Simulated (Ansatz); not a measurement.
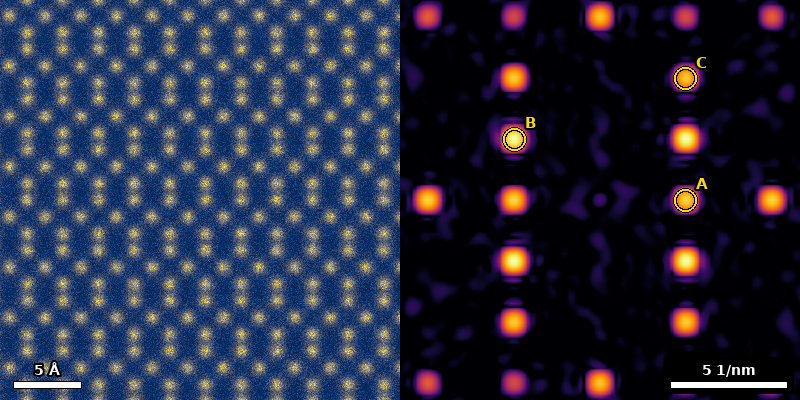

Integrated-DPC-like image of a crystal. Simulated as the projected potential of neutral atoms (B = 0.8 Å²) blurred by a 0.54 Å probe, the thin-sample limit of integrated differential phase contrast. Shot noise was added.

The right panel is the modulus of the image's Fourier transform on a logarithmic scale.

Which lattice spacings do the marked spots stand for, and what angle do A and B enclose?

Answer. A: 2.7 Å, B: 2.2 Å, C: 1.5 Å; A and B enclose about 145°.

The crystal is Rh (P6/mmm, No. 191) along [100]; the spots are (001), (0 -1 -1) and (0 -2 1). Model: the geometry relaxed with DFT, revPBE, plane waves (420 eV) with PAW, scalar-relativistic (Ansatz 0.2.0); the starting structure was generated, so it need not be a known form of this composition.
